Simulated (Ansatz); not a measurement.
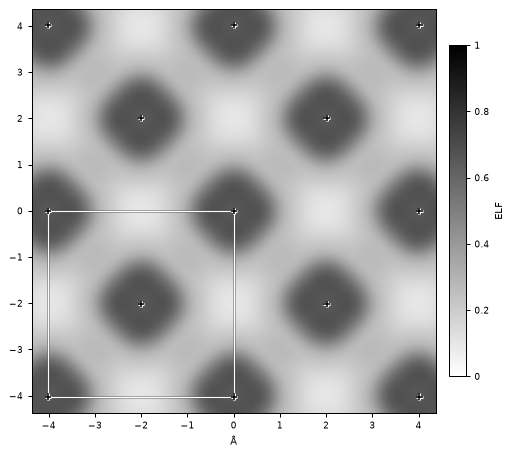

The electron localisation function on a plane through atoms (crosses mark nuclei in the plane).

The calculation used DFT r2SCAN, scalar-relativistic, plane waves, PAW (Ansatz).

Candidates:
A. Pt, a = 4.02 Å, b = 4.02 Å, c = 4.02 Å, α = 90.00°, β = 90.00°, γ = 90.00°. Space group Fm-3m; changed on purpose from its base cell (equal strain along all axes, cell held, atoms relaxed: +2.0 %); computed pressure about −14 GPa in this cell.
B. TiO, a = 4.06 Å, b = 4.06 Å, c = 4.06 Å, α = 90.00°, β = 90.00°, γ = 90.00°. Space group Pm-3m; a structure from a database of computed crystals, not necessarily the ambient phase; spin-polarised.

**Which system is this?**

Candidate A: Pt on the (001) plane of the conventional cell, which holds Pt. Pt–Pt (2.84 Å): the ELF is about 0.25 at the midpoint: no localised pair shows between them.
